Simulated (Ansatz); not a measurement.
**FeCo₃: a changed input and its effect**

System: FeCo₃ (4 atoms in the cell).
Method of run A: DFT r2SCAN, scalar-relativistic, plane waves, PAW, spin-polarised (Ansatz 0.2.0).

The structure derives from a Materials Project entry. Text and figures count atoms from 1; the logs count them from 0 in places.

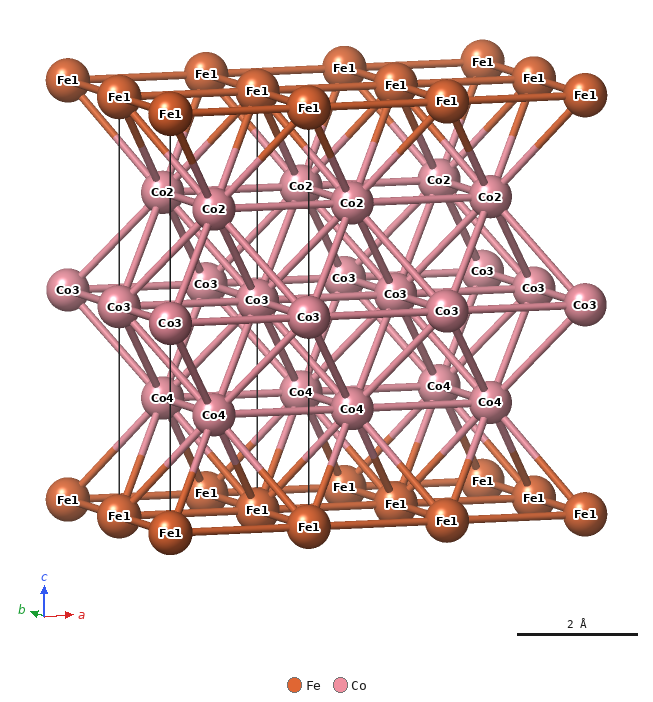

**Figure 1.** The structure as given in the input (ball-and-stick view of the cell of the calculation, repeated 3 × 2 × 1, seen slightly off an axis; atoms are numbered from 1 in the order of the input). An atom can appear more than once, as a periodic image. Near neighbours in the periodic cell (some may lie outside the picture): Fe has 8 Co at 2.50 Å and 4 Fe at 2.47 Å; Co has 8 Co at 2.46 to 2.47 Å and 4 Fe at 2.50 Å; Co has 12 Co at 2.46 to 2.47 Å.

## Input file, run A
```yaml
crystal:
  lattice:
    - [2.46601, 0.0, 0.0]
    - [0.0, 2.46601, 0.0]
    - [0.0, 0.0, 7.063459]
  atoms:
    - { symbol: Fe, position: [0.0, 0.0, 0.0], spin: 3.1 }
    - { symbol: Co, position: [0.5, 0.5, 0.745404], spin: 2.09 }
    - { symbol: Co, position: [0.0, 0.0, 0.5], spin: 2.12 }
    - { symbol: Co, position: [0.5, 0.5, 0.254596], spin: 2.09 }
basis:
  ecutwfc: 600
kpoints:
  mp_grid: { grid: [16, 16, 6] }
hamiltonian:
  xc: r2scan
scf:
  occupations: { method: gaussian, width: 0.1 }
output:
  forces: true
  stress: true
  eigenvalues: true
  populations: true
  write_density: true
  write_potential: true
  elf: true
  volumetric_format: npy
magnetization:
  spin_polarized: true
```

Command:
```bash
ansatz run input.yaml --threads 1 --pin off --max-ram 2560MiB --backend cpu --events-out ev --progress --plain --runs-dir out
```

Hardware: 1 thread of Arm Neoverse V1, 24 GiB of memory available, shared host.

## Output, shortened to warnings, some set-up lines, iterations and results (run A)
```
Basis set: ecut = 600 eV, 1385 PW (Γ), exchange–correlation on 80×80×240 points (64 copies of the dense FFT grid, shifted against one another)
Symmetry: 16 space group operations
k-points: 180 of 1536
Initial density: superposition of atomic densities (chi_scale 0.1, normalization cell)
[...]
SCF iter   1: F=—  HF=-19878.603977 eV  |F-HF|=—  |Δ(HF+E_count)|=         —  Δρ=9.81e-2 (↑2.82e-2 ↓9.81e-2)  dr2=3.97e0  dr2_τ=3.14e-2  dr2_m=5.70e-1  M=8.697 μB ∫|m|=9.083 …
SCF iter   2: F=—  HF=-19877.965179 eV  |F-HF|=—  |Δ(HF+E_count)|=   6.39e-1  Δρ=2.76e-2 (↑9.72e-3 ↓2.76e-2)  dr2=3.67e-1  dr2_τ=3.09e-2  dr2_m=5.51e-2  M=8.521 μB ∫|m|=9.349 …
SCF iter   3: F=—  HF=-19879.026306 eV  |F-HF|=—  |Δ(HF+E_count)|=    1.06e0  Δρ=1.11e-2 (↑8.33e-3 ↓1.11e-2)  dr2=4.66e-2  dr2_τ=2.07e-3  dr2_m=2.28e-3  M=8.388 μB ∫|m|=9.413 …
SCF iter   4: F=—  HF=-19879.383179 eV  |F-HF|=—  |Δ(HF+E_count)|=         —  Δρ=2.55e-2 (↑8.70e-3 ↓2.55e-2)  dr2=2.15e-1  dr2_τ=1.40e-3  dr2_m=5.98e-2  M=8.654 μB ∫|m|=9.648 …
SCF iter   5: F=—  HF=-19880.528768 eV  |F-HF|=—  |Δ(HF+E_count)|=    1.15e0  Δρ=5.38e-2 (↑2.39e-2 ↓5.38e-2)  dr2=1.33e0  dr2_τ=4.13e-3  dr2_m=1.22e-1  M=8.198 μB ∫|m|=9.257 …
[... 22 lines ...]
SCF iter  28: F=—  HF=-19880.521563 eV  |F-HF|=—  |Δ(HF+E_count)|=   2.06e-6  Δρ=4.41e-5 (↑3.00e-5 ↓4.41e-5)  dr2=1.23e-6  dr2_τ=1.41e-8  dr2_m=3.01e-8  M=8.115 μB ∫|m|=9.104 …
SCF iter  29: F=—  HF=-19880.521565 eV  |F-HF|=—  |Δ(HF+E_count)|=   2.35e-6  Δρ=3.31e-5 (↑2.39e-5 ↓3.31e-5)  dr2=8.87e-7  dr2_τ=9.37e-9  dr2_m=1.07e-8  M=8.115 μB ∫|m|=9.104 …
SCF iter  30: F=—  HF=-19880.521566 eV  |F-HF|=—  |Δ(HF+E_count)|=   5.29e-7  Δρ=1.32e-5 (↑9.70e-6 ↓1.32e-5)  dr2=7.99e-8  dr2_τ=2.32e-9  dr2_m=6.10e-9  M=8.115 μB ∫|m|=9.103 …
SCF iter  31: F=-19880.521566 eV  HF=-19880.521566 eV  |F-HF|=6.35e-9  |Δ(HF+E_count)|=   1.77e-7  Δρ=8.19e-6 (↑5.91e-6 ↓8.19e-6)  dr2=4.67e-8  dr2_τ=5.36e-10  dr2_m=2.11e-9  …
SCF 1 converged in 31 iterations: F = -19880.521566 eV  dr2 = 4.67e-8
this state was not tested for a lower state beside it, because the mixer in use, unlike msr1, does not test its closes by its own steps (another_mixer; see scf.mixing.algorithm and scf.lower_state_search)
SCF converged after 31 iterations
Magnetization: 8.1148 μB (37.5574 up, 29.4426 down)
Absolute magnetization: 9.1082 μB (∫|ρ↑−ρ↓|, with the PAW one-centre terms)
Spin contamination: 0.2551 ħ² per cell (⟨S²⟩ above its minimum at these occupations)
Per-site moments (μB) at R_I (Å): [(2.8152948578802497, 1.0172291249999998), (1.902971521656259, 1.014220151917746), (1.9319484868882537, 1.014220151917746), (1.9029715216562593, 1.014220151917746)]
Free energy (F): -19880.521566 eV
Harris-Foulkes:  -19880.521566 eV  (|F-HF|=6.35e-9)
Internal energy: -19880.507640 eV  (E = F + TS)
E sigma→0 (E₀):  -19880.514603 eV
Entropy (-TS):   -0.013926 eV (-3.481 meV/atom)
Fermi energy:    19.413505 eV
--- Per-component energies (eV) ---
  E_band       = -1007.919940
  E_kinetic    = 1714.195689
  E_local      = -10496.648346  (includes V_loc(G=0)·N_el)
  E_nonlocal   = 1593.443889
  E_hartree    = 4415.545729
  E_xc         = -587.163191
  E_vxc        = -859.465005  (∫ρ·V_xc dr)
  E_paw        = -5952.402750  (= ΣΔE_a)
  E_vpaw       = -1846.907758  (= ΣTr[D̂ρ^β])
  E_aug_tail   = -0.000011  (compensation charges beyond the density's cutoff)
  E_vtau       = 56.379241  (kinetic-family band-sum trace: ∫τ·v_τ [+ j·A + Jᵃ·Aᵃ] dr)
  E_ewald      = -10566.303556
  E_core_change = -1.175094  (= ΣΔE_core)
  E_smearing   = -0.013926  (= −TS)
  E_closure    = 0.000000  (closes the sum)
  Σ components = -19880.521566   (vs F -19880.521566, Δ=0.00e0)
--- Forces (eV/Å), atoms counted from 1 ---
  atom   1  Fe    -0.00000000    -0.00000000     0.00000000
  atom   2  Co     0.00000000     0.00000000    -0.43738023
  atom   3  Co    -0.00000000     0.00000000     0.00000000
  atom   4  Co     0.00000000     0.00000000     0.43738023
  max |Σ_I F_I| component: 4.93e-30 eV/Å
--- Stress (GPa, compression-positive) ---
        6.208070       0.000000       0.000000
        0.000000       6.208070       0.000000
        0.000000       0.000000       7.523015
  P = ⅓ Tr σ = 6.6464 GPa (66.464 kbar)
--- Löwdin populations: 4 sites ---
  site symbol       q [e]    m [muB]
     0     Fe     15.7526     2.8549
     1     Co     16.7551     1.8811
     2     Co     16.7596     1.9005
     3     Co     16.7551     1.8811
  spilling = 0.014590 (of n_electrons = 67.000000)
```

For run B the input was changed thus:
```diff
-    - { symbol: Fe, position: [0.0, 0.0, 0.0], spin: 3.1 }
-    - { symbol: Co, position: [0.5, 0.5, 0.745404], spin: 2.09 }
-    - { symbol: Co, position: [0.0, 0.0, 0.5], spin: 2.12 }
-    - { symbol: Co, position: [0.5, 0.5, 0.254596], spin: 2.09 }
+    - { symbol: Fe, position: [0.0, 0.0, 0.0], spin: 3.07 }
+    - { symbol: Co, position: [0.5, 0.5, 0.745404], spin: 2.07 }
+    - { symbol: Co, position: [0.0, 0.0, 0.5], spin: 2.1 }
+    - { symbol: Co, position: [0.5, 0.5, 0.254596], spin: 2.07 }
-  ecutwfc: 600
+  ecutwfc: 500
```

Predict how the results change.

With the same functional and potentials, run B lies 1.2 meV per atom higher (other lines of the input change too). The plane waves at Γ go from 1385 to 1125.

## Output, shortened to warnings, some set-up lines, iterations and results (run B)
```
Basis set: ecut = 500 eV, 1125 PW (Γ), exchange–correlation on 72×72×216 points (64 copies of the dense FFT grid, shifted against one another)
Symmetry: 16 space group operations
k-points: 180 of 1536
Initial density: superposition of atomic densities (chi_scale 0.1, normalization cell)
[...]
SCF iter   1: F=—  HF=-19878.599678 eV  |F-HF|=—  |Δ(HF+E_count)|=         —  Δρ=9.92e-2 (↑2.69e-2 ↓9.92e-2)  dr2=3.97e0  dr2_τ=3.16e-2  dr2_m=5.98e-1  M=8.657 μB ∫|m|=9.038 …
SCF iter   2: F=—  HF=-19877.960395 eV  |F-HF|=—  |Δ(HF+E_count)|=   6.39e-1  Δρ=2.78e-2 (↑9.64e-3 ↓2.78e-2)  dr2=3.60e-1  dr2_τ=3.01e-2  dr2_m=5.82e-2  M=8.494 μB ∫|m|=9.316 …
SCF iter   3: F=—  HF=-19879.013830 eV  |F-HF|=—  |Δ(HF+E_count)|=    1.05e0  Δρ=1.10e-2 (↑8.37e-3 ↓1.10e-2)  dr2=4.68e-2  dr2_τ=2.01e-3  dr2_m=2.02e-3  M=8.369 μB ∫|m|=9.389 …
SCF iter   4: F=—  HF=-19879.386628 eV  |F-HF|=—  |Δ(HF+E_count)|=         —  Δρ=2.62e-2 (↑8.70e-3 ↓2.62e-2)  dr2=2.18e-1  dr2_τ=1.40e-3  dr2_m=6.61e-2  M=8.653 μB ∫|m|=9.645 …
SCF iter   5: F=—  HF=-19880.522664 eV  |F-HF|=—  |Δ(HF+E_count)|=    1.14e0  Δρ=5.36e-2 (↑2.39e-2 ↓5.36e-2)  dr2=1.32e0  dr2_τ=4.15e-3  dr2_m=1.20e-1  M=8.198 μB ∫|m|=9.255 …
[... 23 lines ...]
SCF iter  29: F=—  HF=-19880.516795 eV  |F-HF|=—  |Δ(HF+E_count)|=   1.72e-7  Δρ=4.10e-5 (↑2.79e-5 ↓4.10e-5)  dr2=8.03e-7  dr2_τ=1.17e-8  dr2_m=3.00e-8  M=8.115 μB ∫|m|=9.103 …
SCF iter  30: F=—  HF=-19880.516798 eV  |F-HF|=—  |Δ(HF+E_count)|=   2.70e-6  Δρ=2.58e-5 (↑1.78e-5 ↓2.58e-5)  dr2=3.70e-7  dr2_τ=9.21e-9  dr2_m=1.81e-8  M=8.115 μB ∫|m|=9.102 …
SCF iter  31: F=—  HF=-19880.516799 eV  |F-HF|=—  |Δ(HF+E_count)|=   8.11e-7  Δρ=6.72e-6 (↑5.83e-6 ↓6.72e-6)  dr2=2.51e-8  dr2_τ=3.84e-10  dr2_m=2.17e-9  M=8.115 μB …
SCF iter  32: F=-19880.516799 eV  HF=-19880.516799 eV  |F-HF|=5.38e-9  |Δ(HF+E_count)|=   1.83e-8  Δρ=7.57e-6 (↑3.81e-6 ↓7.57e-6)  dr2=4.27e-8  dr2_τ=5.43e-10  dr2_m=2.64e-9  …
SCF 1 converged in 32 iterations: F = -19880.516799 eV  dr2 = 4.27e-8
this state was not tested for a lower state beside it, because the mixer in use, unlike msr1, does not test its closes by its own steps (another_mixer; see scf.mixing.algorithm and scf.lower_state_search)
SCF converged after 32 iterations
Magnetization: 8.1148 μB (37.5574 up, 29.4426 down)
Absolute magnetization: 9.1067 μB (∫|ρ↑−ρ↓|, with the PAW one-centre terms)
Spin contamination: 0.2547 ħ² per cell (⟨S²⟩ above its minimum at these occupations)
Per-site moments (μB) at R_I (Å): [(2.8150628896715806, 1.0172291249999998), (1.9027675740843313, 1.014220151917746), (1.9318000406338844, 1.014220151917746), (1.9027675740843317, 1.014220151917746)]
Free energy (F): -19880.516799 eV
Harris-Foulkes:  -19880.516799 eV  (|F-HF|=5.38e-9)
Internal energy: -19880.502870 eV  (E = F + TS)
E sigma→0 (E₀):  -19880.509835 eV
Entropy (-TS):   -0.013929 eV (-3.482 meV/atom)
Fermi energy:    19.414715 eV
--- Per-component energies (eV) ---
  E_band       = -1007.794828
  E_kinetic    = 1714.328184
  E_local      = -10495.854697  (includes V_loc(G=0)·N_el)
  E_nonlocal   = 1592.454898
  E_hartree    = 4414.905284
  E_xc         = -587.200567
  E_vxc        = -859.510012  (∫ρ·V_xc dr)
  E_paw        = -5951.657692  (= ΣΔE_a)
  E_vpaw       = -1845.409719  (= ΣTr[D̂ρ^β])
  E_aug_tail   = 0.000370  (compensation charges beyond the density's cutoff)
  E_vtau       = 56.375966  (kinetic-family band-sum trace: ∫τ·v_τ [+ j·A + Jᵃ·Aᵃ] dr)
  E_ewald      = -10566.303556
  E_core_change = -1.175094  (= ΣΔE_core)
  E_smearing   = -0.013929  (= −TS)
  E_closure    = 0.000000  (closes the sum)
  Σ components = -19880.516799   (vs F -19880.516799, Δ=0.00e0)
--- Forces (eV/Å), atoms counted from 1 ---
  atom   1  Fe    -0.00000000    -0.00000000     0.00000000
  atom   2  Co     0.00000000     0.00000000    -0.43639043
  atom   3  Co    -0.00000000    -0.00000000     0.00000000
  atom   4  Co     0.00000000     0.00000000     0.43639043
  max |Σ_I F_I| component: 4.14e-30 eV/Å
--- Stress (GPa, compression-positive) ---
        6.193887       0.000000       0.000000
        0.000000       6.193887       0.000000
        0.000000       0.000000       7.502475
  P = ⅓ Tr σ = 6.6301 GPa (66.301 kbar)
--- Löwdin populations: 4 sites ---
  site symbol       q [e]    m [muB]
     0     Fe     15.7527     2.8547
     1     Co     16.7550     1.8810
     2     Co     16.7594     1.9005
     3     Co     16.7550     1.8810
  spilling = 0.014596 (of n_electrons = 67.000000)
```

## The two runs side by side

```tsv
quantity	run A	run B
outcome	converged	converged
free energy per atom (eV)	−4970.1304	−4970.1292
energy per atom, smearing taken to zero (eV)	−4970.1287	−4970.1275
gap on the mesh (eV)	0.00	0.00
net moment of the cell (μB)	8.11	8.11
absolute moment of the cell (μB)	9.11	9.11
pressure (GPa)	6.65	6.63
largest force (eV/Å)	0.437	0.436
irreducible k-points	180	180
plane waves at Γ	1385	1125
wall time (shared host)	6.8 min	5.8 min
```

For both runs: The electronic state found may not be the lowest one. Warnings: the state was not tested for a lower one. The cell is under a pressure of 6.6 GPa at this level, so it is not at its equilibrium volume.
